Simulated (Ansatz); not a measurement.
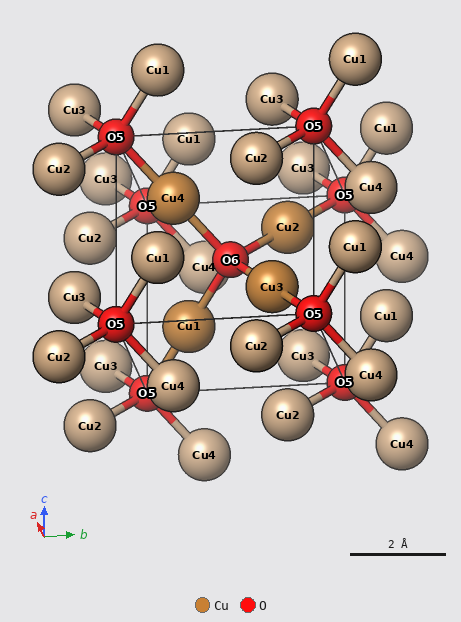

Fig. 1: The structure as given in the input (ball-and-stick view of the cell of the calculation, seen at an oblique angle; neighbours outside the cell are drawn fainter; atoms are numbered from 1 in the order of the input).

**Cu$_{2}$O: a changed input and its effect**

System: Cu$_{2}$O (6 atoms in the cell).
Method of run 1: DFT r2SCAN, scalar-relativistic, plane waves, PAW, no spin polarisation (Ansatz 0.2.0).

The structure derives from an entry of the Crystallography Open Database. Text and figures count atoms from 1; the logs count them from 0 in places.

## Input file, run 1
```yaml
crystal:
  lattice:
    - [4.2223527934, 0.0, 0.0]
    - [0.0, 4.2223527934, 0.0]
    - [0.0, 0.0, 4.2223527934]
  atoms:
    - { symbol: Cu, position: [0.25, 0.25, 0.25] }
    - { symbol: Cu, position: [0.25, 0.75, 0.75] }
    - { symbol: Cu, position: [0.75, 0.75, 0.25] }
    - { symbol: Cu, position: [0.75, 0.25, 0.75] }
    - { symbol: O, position: [0.0, 0.0, 0.0] }
    - { symbol: O, position: [0.5, 0.5, 0.5] }
basis:
  ecutwfc: 500
kpoints:
  mp_grid: { grid: [8, 8, 8] }
  band_path:
    path: [[0.0, 0.0, 0.0], [0.0, 0.5, 0.0], [0.5, 0.5, 0.0], [0.5, 0.5, 0.5]]
    npoints: 1
hamiltonian:
  xc: r2scan
scf:
  occupations: { method: gaussian, width: 0.02 }
  n_extra_bands: 6
output:
  forces: true
  stress: true
  eigenvalues: true
```

Launched with:
```bash
ansatz run input.yaml --threads 2 --pin off --max-ram 5120MiB --backend cpu --events-out ev --progress --plain --runs-dir out
```

Hardware: 2 threads of Arm Neoverse V2, 24 GiB of memory available, shared host.

## Output, shortened to warnings, some set-up lines, iterations and results (run 1)
```
Basis set: ecut = 500 eV, 1935 PW (Γ), exchange–correlation on 128×128×128 points (64 copies of the dense FFT grid, shifted against one another)
Symmetry: 48 space group operations
k-points: 35 of 512
Initial density: superposition of atomic densities (neutral atoms: chi_scale 0, normalization atom), corrected by the library's trained network
[...]
SCF iter   1: F=—  HF=-27659.889108 eV  |F-HF|=—  |Δ(HF+E_count)|=         —  Δρ=3.51e-2  dr2=5.48e-1  dr2_τ=1.22e-1  ethr=1.77e-3  ⟨swp⟩=6.1  Hψ=5859  notcnv=0
SCF iter   2: F=—  HF=-27659.886162 eV  |F-HF|=—  |Δ(HF+E_count)|=   2.95e-3  Δρ=1.69e-2  dr2=1.04e-1  dr2_τ=6.02e-3  ethr=6.22e-4  ⟨swp⟩=2.5  Hψ=2941  notcnv=0  defer=63
SCF iter   3: F=—  HF=-27659.839335 eV  |F-HF|=—  |Δ(HF+E_count)|=   4.68e-2  Δρ=7.77e-3  dr2=3.36e-2  dr2_τ=6.32e-4  ethr=1.18e-4  ⟨swp⟩=2.6  Hψ=3165  notcnv=0  defer=63
SCF iter   4: F=—  HF=-27659.832594 eV  |F-HF|=—  |Δ(HF+E_count)|=   6.74e-3  Δρ=1.44e-3  dr2=1.42e-3  dr2_τ=6.21e-5  ethr=3.82e-5  ⟨swp⟩=2.0  Hψ=2214  notcnv=0  defer=62
SCF iter   5: F=—  HF=-27659.833245 eV  |F-HF|=—  |Δ(HF+E_count)|=   6.51e-4  Δρ=9.09e-4  dr2=2.37e-4  dr2_τ=2.27e-5  ethr=1.61e-6  ⟨swp⟩=2.0  Hψ=2662  notcnv=0  defer=62
SCF iter   6: F=—  HF=-27659.833336 eV  |F-HF|=—  |Δ(HF+E_count)|=   9.03e-5  Δρ=1.48e-4  dr2=1.53e-5  dr2_τ=4.94e-7  ethr=2.69e-7  ⟨swp⟩=2.0  Hψ=2388  notcnv=0  defer=62
SCF iter   7: F=—  HF=-27659.833330 eV  |F-HF|=—  |Δ(HF+E_count)|=   5.85e-6  Δρ=4.79e-5  dr2=1.35e-6  dr2_τ=5.19e-8  ethr=1.74e-8  ⟨swp⟩=2.0  Hψ=2584  notcnv=0  defer=62
SCF iter   8: F=—  HF=-27659.833330 eV  |F-HF|=—  |Δ(HF+E_count)|=   1.17e-7  Δρ=1.41e-5  dr2=1.77e-7  dr2_τ=1.10e-8  ethr=1.54e-9  ⟨swp⟩=2.1  Hψ=2679  notcnv=0  defer=62
SCF iter   9: F=-27659.833330 eV  HF=-27659.833330 eV  |F-HF|=3.86e-10  |Δ(HF+E_count)|=   1.96e-8  Δρ=1.50e-6  dr2=1.42e-9  dr2_τ=9.74e-11  ethr=1.14e-10  ⟨swp⟩=8.2  Hψ=6531 …
SCF 1 converged in 9 iterations: F = -27659.833330 eV  dr2 = 1.42e-9
NSCF: frozen V_eff on 4 k-points
SCF converged after 9 iterations
Free energy (F): -27659.833330 eV
Harris-Foulkes:  -27659.833330 eV  (|F-HF|=3.86e-10)
Internal energy: -27659.833330 eV  (E = F + TS)
E sigma→0 (E₀):  -27659.833330 eV
Fermi energy:    11.690634 eV
--- Per-component energies (eV) ---
  E_band       = -1909.846551
  E_kinetic    = 1548.231955
  E_local      = -19604.855317  (includes V_loc(G=0)·N_el)
  E_nonlocal   = 1698.271558
  E_hartree    = 8581.872858
  E_xc         = -475.202943
  E_vxc        = -698.457972  (∫ρ·V_xc dr)
  E_paw        = -7047.401107  (= ΣΔE_a)
  E_vpaw       = -2064.492991  (= ΣTr[D̂ρ^β])
  E_aug_tail   = 0.002497  (compensation charges beyond the density's cutoff)
  E_vtau       = 47.711403  (kinetic-family band-sum trace: ∫τ·v_τ [+ j·A + Jᵃ·Aᵃ] dr)
  E_ewald      = -12359.484518
  E_core_change = -1.268314  (= ΣΔE_core)
  E_smearing   = -0.000000  (= −TS)
  E_closure    = -0.000000  (closes the sum)
  Σ components = -27659.833330   (vs F -27659.833330, Δ=0.00e0)
--- Forces (eV/Å), atoms counted from 1 ---
  atom   1  Cu     0.00000000    -0.00000000     0.00000000
  atom   2  Cu     0.00000000    -0.00000000     0.00000000
  atom   3  Cu     0.00000000     0.00000000    -0.00000000
  atom   4  Cu     0.00000000    -0.00000000     0.00000000
  atom   5  O      0.00000000     0.00000000     0.00000000
  atom   6  O      0.00000000     0.00000000     0.00000000
  max |Σ_I F_I| component: 2.31e-18 eV/Å
--- Stress (GPa, compression-positive) ---
        2.189351       0.000000       0.000000
        0.000000       2.189351       0.000000
        0.000000       0.000000       2.189351
  P = ⅓ Tr σ = 2.1894 GPa (21.894 kbar)
```

The input of run 2 differs as follows (lines with − go, lines with + come):
```diff
-  ecutwfc: 500
+  ecutwfc: 420
-  xc: r2scan
+  xc: pbesol
```

Predict how the results change.

The total energies belong to different methods, so their difference says nothing on which is more stable or more accurate. The gap on the mesh goes from 0.83 to 0.56 eV. The pressure goes from 2.19 to 0.00 GPa. The functional changes from r2SCAN to PBEsol. The SCF takes 8 iterations against 9. The plane waves at Γ go from 1935 to 1419. On the same kind of shared host run 2 took about 0.48 times as long.

## Output, shortened to warnings, some set-up lines, iterations and results (run 2)
```
Basis set: ecut = 420 eV, 1419 PW (Γ), exchange–correlation on 60×60×60 points (8 copies of the dense FFT grid, shifted against one another)
Symmetry: 48 space group operations
k-points: 35 of 512
Initial density: superposition of atomic densities (neutral atoms: chi_scale 0, normalization atom), corrected by the library's trained network
[...]
SCF iter   1: F=—  HF=-27473.994484 eV  |F-HF|=—  |Δ(HF+E_count)|=         —  Δρ=2.01e-2  dr2=2.00e-1  ethr=1.77e-3  ⟨swp⟩=6.2  Hψ=6003  notcnv=0
SCF iter   2: F=—  HF=-27473.961262 eV  |F-HF|=—  |Δ(HF+E_count)|=   3.32e-2  Δρ=9.59e-3  dr2=3.62e-2  ethr=2.28e-4  ⟨swp⟩=2.2  Hψ=3138  notcnv=0  defer=64
SCF iter   3: F=—  HF=-27473.947591 eV  |F-HF|=—  |Δ(HF+E_count)|=   1.37e-2  Δρ=4.17e-3  dr2=8.98e-3  ethr=4.12e-5  ⟨swp⟩=2.6  Hψ=3156  notcnv=0  defer=64
SCF iter   4: F=—  HF=-27473.946150 eV  |F-HF|=—  |Δ(HF+E_count)|=   1.44e-3  Δρ=1.49e-3  dr2=1.49e-3  ethr=1.02e-5  ⟨swp⟩=2.2  Hψ=2454  notcnv=0  defer=64
SCF iter   5: F=—  HF=-27473.945907 eV  |F-HF|=—  |Δ(HF+E_count)|=   2.42e-4  Δρ=4.01e-4  dr2=7.95e-5  ethr=1.69e-6  ⟨swp⟩=2.0  Hψ=2326  notcnv=0  defer=64
SCF iter   6: F=—  HF=-27473.945841 eV  |F-HF|=—  |Δ(HF+E_count)|=   6.58e-5  Δρ=8.21e-5  dr2=5.18e-6  ethr=9.03e-8  ⟨swp⟩=2.0  Hψ=2596  notcnv=0  defer=64
SCF iter   7: F=—  HF=-27473.945841 eV  |F-HF|=—  |Δ(HF+E_count)|=   5.72e-7  Δρ=4.50e-5  dr2=1.25e-6  ethr=5.89e-9  ⟨swp⟩=2.4  Hψ=2928  notcnv=0  defer=64
SCF iter   8: F=-27473.945841 eV  HF=-27473.945841 eV  |F-HF|=6.72e-9  |Δ(HF+E_count)|=   4.35e-8  Δρ=6.27e-6  dr2=2.52e-8  ethr=1.14e-10  ⟨swp⟩=7.0  Hψ=7344  notcnv=0
SCF 1 converged in 8 iterations: F = -27473.945841 eV  dr2 = 2.52e-8
NSCF: frozen V_eff on 4 k-points
SCF converged after 8 iterations
Free energy (F): -27473.945841 eV
Harris-Foulkes:  -27473.945841 eV  (|F-HF|=6.72e-9)
Internal energy: -27473.945841 eV  (E = F + TS)
E sigma→0 (E₀):  -27473.945841 eV
Fermi energy:    11.578530 eV
--- Per-component energies (eV) ---
  E_band       = -1807.677352
  E_kinetic    = 1545.050776
  E_local      = -19546.488219  (includes V_loc(G=0)·N_el)
  E_nonlocal   = 1682.984877
  E_hartree    = 8520.605074
  E_xc         = -494.752033
  E_vxc        = -639.277854  (∫ρ·V_xc dr)
  E_paw        = -6822.762891  (= ΣΔE_a)
  E_vpaw       = -1891.183733  (= ΣTr[D̂ρ^β])
  E_aug_tail   = 0.005708  (compensation charges beyond the density's cutoff)
  E_ewald      = -12359.484518
  E_core_change = 0.895385  (= ΣΔE_core)
  E_smearing   = -0.000000  (= −TS)
  E_closure    = 0.000000  (closes the sum)
  Σ components = -27473.945841   (vs F -27473.945841, Δ=0.00e0)
--- Forces (eV/Å), atoms counted from 1 ---
  atom   1  Cu     0.00000000    -0.00000000    -0.00000000
  atom   2  Cu     0.00000000    -0.00000000     0.00000000
  atom   3  Cu     0.00000000    -0.00000000    -0.00000000
  atom   4  Cu     0.00000000    -0.00000000     0.00000000
  atom   5  O      0.00000000     0.00000000     0.00000000
  atom   6  O      0.00000000     0.00000000    -0.00000000
  max |Σ_I F_I| component: 6.94e-18 eV/Å
--- Stress (GPa, compression-positive) ---
       -0.002201       0.000000       0.000000
        0.000000      -0.002201       0.000000
        0.000000       0.000000      -0.002201
  P = ⅓ Tr σ = -0.0022 GPa (-0.022 kbar)
```

## The two runs side by side

| quantity | run 1 | run 2 |
| --- | --- | --- |
| outcome | converged | converged |
| free energy per atom (eV) | −4609.9722 | −4578.9910 |
| gap on the mesh (eV) | 0.83 | 0.56 |
| pressure (GPa) | 2.19 | 0.00 |
| largest force (eV/Å) | 0.000 | 0.000 |
| SCF iterations | 9 | 8 |
| irreducible k-points | 35 | 35 |
| plane waves at Γ | 1935 | 1419 |
| wall time (shared host) | 10 s | 4.9 s |
